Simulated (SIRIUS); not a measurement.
**Energy of C along an even scaling of the cell**

System: C (P6₃/mmc, 4 atoms in the cell).
Method: Kohn-Sham DFT of a periodic cell, PBEsol, dojo-sr-pbesol-0.4.1-standard, no spin polarisation (SIRIUS 7.12.0).

The 7 runs differ only in the geometry, by an even scaling of the cell at fixed fractional positions. The structure derives from an entry of the Crystallography Open Database.

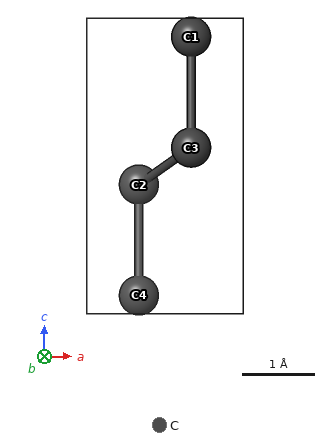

Figure 1. The structure of run 4 (ball-and-stick view of the cell of the calculation, along the b axis; atoms are numbered from 1 in the order of the input). An atom can appear more than once, as a periodic image.

**Input of run 4**
```
{
  "control": {
    "processing_unit": "cpu",
    "verbosity": 2,
    "num_bands_to_print": 15,
    "print_forces": true,
    "print_stress": true
  },
  "parameters": {
    "electronic_structure_method": "pseudopotential",
    "xc_functionals": ["XC_GGA_X_PBE_SOL", "XC_GGA_C_PBE_SOL"],
    "gk_cutoff": 9.1,
    "pw_cutoff": 18.2,
    "ngridk": [12, 12, 7],
    "shiftk": [0, 0, 0],
    "smearing": "fermi_dirac",
    "smearing_width": 0.0018374661,
    "num_bands": 15,
    "num_mag_dims": 0,
    "num_dft_iter": 100,
    "energy_tol": 1e-08,
    "density_tol": 1e-06
  },
  "iterative_solver": {
    "type": "davidson",
    "min_tolerance": 1e-10
  },
  "mixer": {
    "type": "anderson",
    "beta": 0.7,
    "max_history": 8
  },
  "settings": {
    "tol_ne": 1e-10,
    "pseudo_grid_cutoff": 6.5
  },
  "unit_cell": {
    "lattice_vectors": [
      [4.766078258919, 0.0, 0.0],
      [-2.383039129459, 4.127544848677, 0.0],
      [0.0, 0.0, 7.783026016884]
    ],
    "atom_coordinate_units": "lattice",
    "atom_types": ["C"],
    "atom_files": {
      "C": "C.json"
    },
    "atoms": {
      "C": [
        [0.6666666667, 0.3333333333, 0.9375],
        [0.3333333333, 0.6666666667, 0.4375],
        [0.6666666667, 0.3333333333, 0.5625],
        [0.3333333333, 0.6666666667, 0.0625]
      ]
    }
  }
}
```

Command:
```bash
upf_to_json C.upf
OMP_NUM_THREADS=1 sirius.scf --input=sirius.json --output=out.json --task=0
```

Run 3 differs from it as follows:
```diff
-      [4.766078258919, 0.0, 0.0],
-      [-2.383039129459, 4.127544848677, 0.0],
-      [0.0, 0.0, 7.783026016884]
+      [4.734090192632, 0.0, 0.0],
+      [-2.36704509641, 4.099842370759, 0.0],
+      [0.0, 0.0, 7.730789369064]
```

**Results, with one run withheld**

```csv
run,volume per atom (Å³),"free energy per atom, from the lowest run given (meV)",pressure (GPa),gap on the mesh (eV)
1,5.332,27.71,28.97,2.97
2,5.445,11.11,17.74,3.05
3,5.559,?,?,?
4,5.672,0.00,−1.79,3.18
5,5.786,4.19,−10.26,3.24
6,5.899,14.11,−17.97,3.30
7,6.012,29.22,−24.98,3.36
```

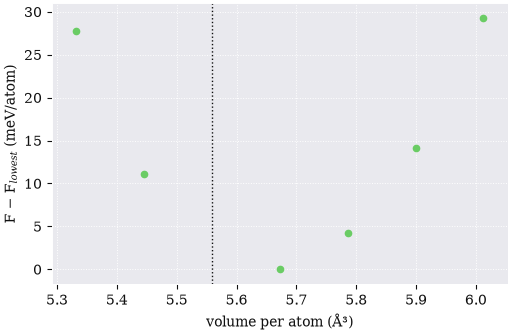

Figure 2. Free energy per atom of the runs given; the dotted line marks run 3.

Estimate the energy of run 3 from the others.

A cubic polynomial in V^(−2/3) (the Birch–Murnaghan form), fitted to the 6 runs given, misses them by at most 0.03 meV per atom. With x = V^(−2/3) − 0.31403 Å⁻², it reads F = 0.1068 − 413.2 x + 1.8037e+05 x² − 88246 x³ (meV per atom). At run 3 it gives 2.06 meV per atom, and the run itself gives 2.10. The slope of the fit gives a pressure −dF/dV of 7.67 GPa there, and the run prints 7.52 GPa. The two needn't agree exactly: the fit is approximate, and the printed stress is taken on a finite basis. The fit has its minimum at 5.652 Å³ per atom, where V d²F/dV² gives 451 GPa. Cell shape and fractional positions are held, so this is the stiffness under even scaling; the relaxed bulk modulus wasn't computed. The gap on the mesh goes, without turning, from 2.97 eV in run 1 to 3.36 eV in run 7; run 3 has 3.12 eV. These are gaps of this functional on this mesh, which can miss the band edges; they aren't the measured gap.

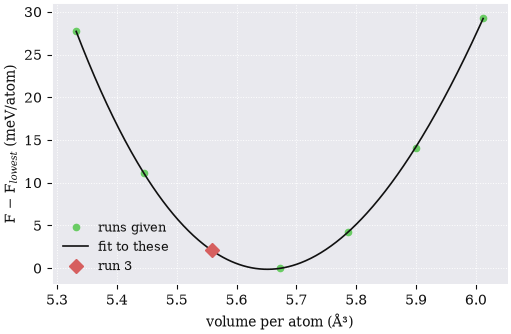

Figure 3. The fit and the withheld run.

**Some lines of the output (run 3)**
```
[...]
[find] Total energy                   :     -24.01194315 (Ha),     -48.02388630 (Ry)
[find] Free energy (E-TS)             :     -24.01194315 (Ha),     -48.02388630 (Ry)
[find] band gap (eV)                  :       3.11491882
[find] Efermi                         :       0.55305357
[find] Total energy                   :     -24.01194316 (Ha),     -48.02388631 (Ry)
[find] Free energy (E-TS)             :     -24.01194316 (Ha),     -48.02388631 (Ry)
[find] band gap (eV)                  :       3.11517205
[find] Efermi                         :       0.55304111
[find] band gap (eV)                  :       3.11520868
[find] Efermi                         :       0.55303900
[find] band gap (eV)                  :       3.11521928
[find] Efermi                         :       0.55303858
[find] band gap (eV)                  :       3.11524869
[find] Efermi                         :       0.55303716
```
